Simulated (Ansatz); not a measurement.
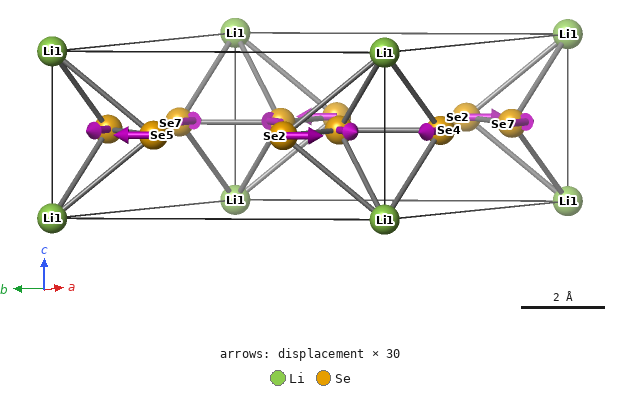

A relaxation of a crystal of LiSe₆ (a generated structure, set up in P6/mmm). The starting structure is drawn; purple arrows show the displacements (the part carried along by the change of the cell is left out), 30 times their true length.

Style: ball-and-stick. Shown: the cell of the calculation, from a free direction.

Level of theory: DFT PBE, scalar-relativistic, plane waves, PAW (Ansatz).

The input:
```yaml
crystal:
  lattice:
    - [8.0815913241, 0.0, 0.0]
    - [-4.0407956621, 6.9988633897, 0.0]
    - [0.0, 0.0, 4.0627000932]
  atoms:
    - { symbol: Li, position: [0.0, 0.0, 0.0] }
    - { symbol: Se, position: [0.0, 0.3048663817, 0.5] }
    - { symbol: Se, position: [0.6951336183, 0.6951336183, 0.5] }
    - { symbol: Se, position: [0.3048663817, 0.0, 0.5] }
    - { symbol: Se, position: [0.0, 0.6951336183, 0.5] }
    - { symbol: Se, position: [0.3048663817, 0.3048663817, 0.5] }
    - { symbol: Se, position: [0.6951336183, 0.0, 0.5] }
basis:
  ecutwfc: 420
kpoints:
  mp_grid: { grid: [6, 6, 10] }
hamiltonian:
  xc: pbe
scf:
  occupations: { method: gaussian, width: 0.1 }
output:
  forces: true
  stress: true
  eigenvalues: true
relax:
  adjacent_minimum: "off"
  f_tol: 0.01
  max_steps: 80
  cell: { stress_tol: 0.05 }
```

Run as
```bash
ansatz run input.yaml --threads 1 --pin off --max-ram 2048MiB --backend cpu --events-out ev --progress --plain --runs-dir out
```

Question: What did the optimiser do to the structure, and how much energy did it gain?

Answer: The energy falls by 25.9 meV per cell of the calculation in 4 accepted moves (5 points after the start). Largest force component: 0.057 eV/Å at the start, 0.0021 eV/Å at the end. The pressure goes from 0.09 to 0.01 GPa. The SCF was repeated once at an unchanged geometry on a basis and grid sized afresh for the cell, which shifted the energy by 0.1 meV per cell of the calculation at most. The largest moves relative to the cell, 0.033 Å, are those of Se2, Se3, Se4, Se5, Se6 and Se7. Se4 goes along −a. Li stays in place. The volume changes by −1.3 %, with a = b 8.082 → 8.185 Å (+1.3 %), c 4.063 → 3.911 Å (−3.7 %). Some distances before and after: Li1–Se2 3.193 → 3.144 Å. The space group stays P6/mmm (No. 191). The run took 3.6 min on 1 thread of Intel(R) Xeon(R) Platinum 8259CL CPU @ 2.50GHz (Skylake/Cascade Lake), with other jobs on the host, peak memory 0.78 GiB.
